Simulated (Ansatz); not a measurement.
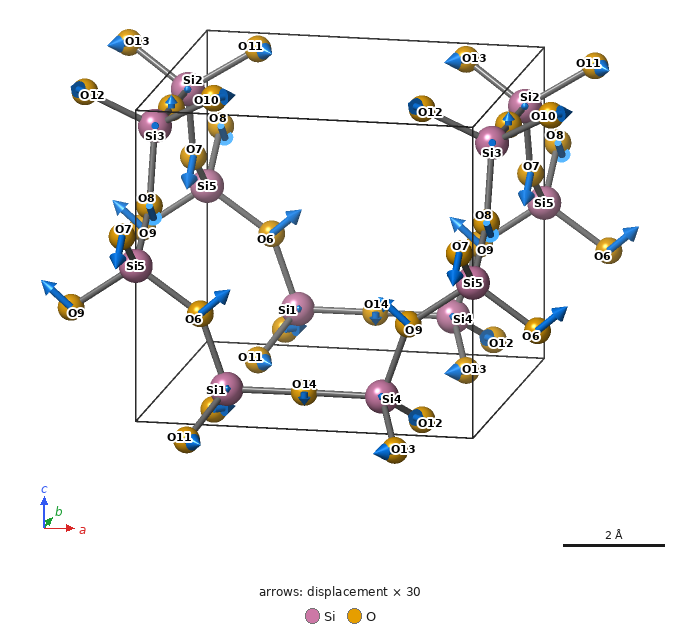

A relaxation of a crystal of SiO2 (set up in P-4m2). The starting structure is drawn; blue arrows show the displacements (the part carried along by the change of the cell is left out), magnified 30 times.

Style: ball-and-stick. Shown: the cell of the calculation, slightly off an axis.

Case: volume × 0.97, shape and atoms relaxed.

The calculation used DFT r2SCAN, scalar-relativistic, plane waves, PAW (Ansatz).

Input
```yaml
crystal:
  lattice:
    - [6.841321585, 0.0, 0.0]
    - [0.0, 6.841321585, 0.0]
    - [0.0, 0.0, 6.3559629099]
  atoms:
    - { symbol: Si, position: [0.2694066852, 0.0, 0.1193275734] }
    - { symbol: Si, position: [0.0, 0.7305933148, 0.8806724266] }
    - { symbol: Si, position: [0.0, 0.2694066852, 0.8806724266] }
    - { symbol: Si, position: [0.7305933148, 0.0, 0.1193275734] }
    - { symbol: Si, position: [0.0, 0.0, 0.5] }
    - { symbol: O, position: [0.1917332144, 0.0, 0.3564273193] }
    - { symbol: O, position: [0.0, 0.8082667856, 0.6435726807] }
    - { symbol: O, position: [0.0, 0.1917332144, 0.6435726807] }
    - { symbol: O, position: [0.8082667856, 0.0, 0.3564273193] }
    - { symbol: O, position: [0.1912199125, 0.1912199125, 0.0] }
    - { symbol: O, position: [0.1912199125, 0.8087800875, 0.0] }
    - { symbol: O, position: [0.8087800875, 0.1912199125, 0.0] }
    - { symbol: O, position: [0.8087800875, 0.8087800875, 0.0] }
    - { symbol: O, position: [0.5, 0.0, 0.1205136191] }
    - { symbol: O, position: [0.0, 0.5, 0.8794863809] }
basis:
  ecutwfc: 500
kpoints:
  mp_grid: { grid: [4, 4, 4] }
hamiltonian:
  xc: r2scan
scf:
  occupations: { method: gaussian, width: 0.02 }
output:
  forces: true
  stress: true
  eigenvalues: true
relax:
  adjacent_minimum: "off"
  f_tol: 0.01
  max_steps: 30
  cell: { stress_tol: 0.1, fix: [volume] }
```

Launched with:
```bash
ansatz run input.yaml --threads 4 --pin off --max-ram 10240MiB --backend cpu --events-out ev --progress --plain --runs-dir out
```

> Which element moves most?

Oxygen: up to 0.027 Å, against 0.003 Å for silicon.

> Describe the change and its energy.

The energy falls by 2.1 meV per atom in 4 accepted moves (5 points after the start). Largest force component: 0.27 eV/Å at the start, 0.005 eV/Å at the end. Pressure: 4.03 GPa at the start and 2.86 GPa at the end. The SCF was repeated once at an unchanged geometry on a basis and grid sized afresh for the cell, which shifted the energy by less than 0.05 meV per atom at most. The largest moves relative to the cell, 0.027 Å, are those of O6, O7, O8 and O9. O9 goes along [−1 0 1]. Largest moves by element: O 0.027 Å, Si 0.003 Å. The drawn cell changes at constant volume: a = b 6.841 → 6.853 Å (+0.2 %), c 6.356 → 6.335 Å (−0.3 %). Among the contacts that change: Si1–O10 1.604 → 1.612 Å, Si1–O6 1.598 → 1.604 Å. Bond angles that change, for instance: O6–Si5–O9 110.3° → 112.5°. The space group stays P-4m2 (No. 115).
